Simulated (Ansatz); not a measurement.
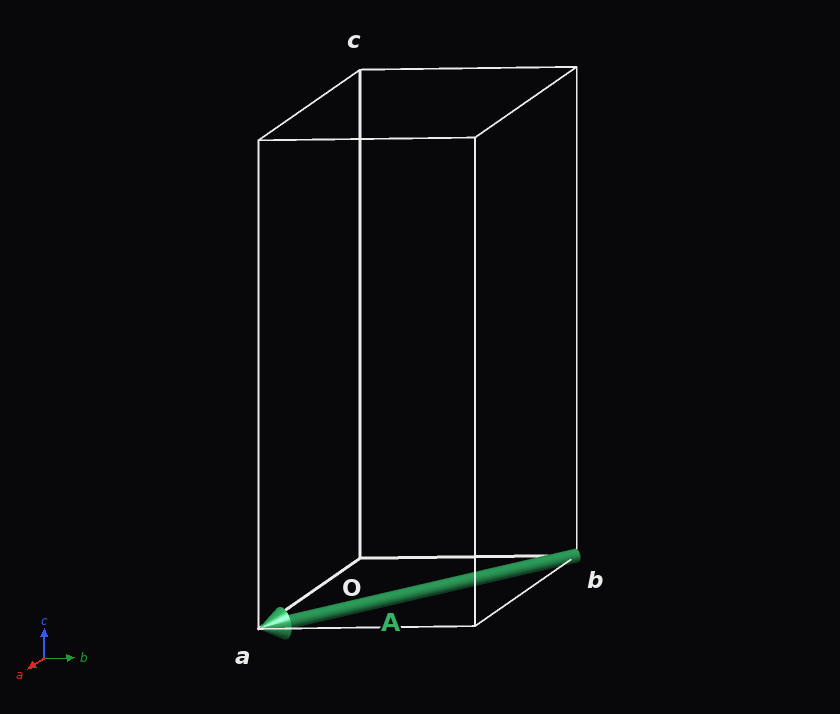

For Si, the end point of a relaxation with DFT PBEsol, scalar-relativistic, plane waves, PAW in Ansatz 0.2.0: the arrow starts at a corner of the unit cell and ends on its surface; where a tip isn't a corner, dashed lines run from it parallel to the axes. All values are computed from the atomic coordinates in the standard setting (tolerance 0.002 Å).

a = 3.868 Å, b = 3.868 Å, c = 9.381 Å, α = 90.00°, β = 90.00°, γ = 120.00°.

Question: Index the direction.

Answer: Arrow A runs from (0, 1, 0) to (1, 0, 0), so [1 −1 0], in four indices [1 −1 0 0].

Question: How long is the vector ua + vb + wc?

Answer: 6.700 Å.
